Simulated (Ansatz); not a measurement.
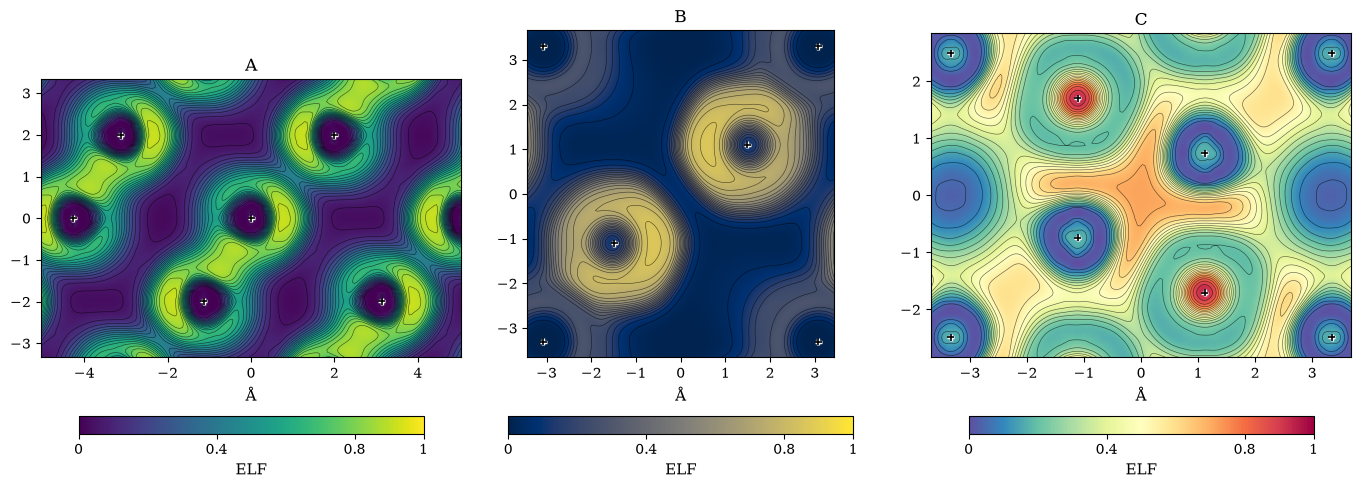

The electron localisation function of 3 systems, each on a plane through atoms (crosses mark nuclei in the plane).

Theory: DFT PBEsol, scalar-relativistic, plane waves, PAW in Ansatz.

System 1: Al₃Cu₂, the (010) plane of the conventional cell. Space group C2/m; a structure from a database of computed crystals, not necessarily the ambient phase; changed on purpose from its base cell (strain -0.0600 x Voigt [0, 1, 0, 0, 0, 0], atoms carried along); not relaxed (largest force 0.4 eV/Å); computed pressure about 9 GPa in this cell; computed without spin polarisation.

```
CELL_PARAMETERS angstrom
0.00000 -6.67302 0.00000
-4.09859 0.00000 0.00000
0.00000 0.00000 -4.98210
ATOMIC_POSITIONS crystal
Al 0.50000 0.50000 0.00000
Al 0.00000 0.00000 0.00000
Al 0.66667 0.00000 0.64849
Al 0.16667 0.50000 0.64849
Al 0.83333 0.50000 0.35151
Al 0.33333 0.00000 0.35151
Cu 0.66667 0.00000 0.15771
Cu 0.16667 0.50000 0.15771
Cu 0.83333 0.50000 0.84229
Cu 0.33333 0.00000 0.84229
```

System 2: P, the (110) plane of the conventional cell. Space group R-3m; a structure from a database of computed crystals, not necessarily the ambient phase; not relaxed (largest force 0.3 eV/Å).

System 3: SnSe₂, the (110) plane of the conventional cell. Space group P-3m1; a structure from a database of computed crystals, not necessarily the ambient phase.

> Which map belongs to which system?

Panel A is system 2, P: the plane holds P. P–P (2.29 Å): the ELF peaks at about 0.90 between the atoms. Panel B is system 3, SnSe₂: the plane holds Sn and Se. Sn–Se (2.72 Å): the ELF is about 0.60 at the midpoint. Panel C is system 1, Al₃Cu₂: the plane holds Al and Cu. Al–Cu (2.36 Å): the ELF is about 0.45 at the midpoint.
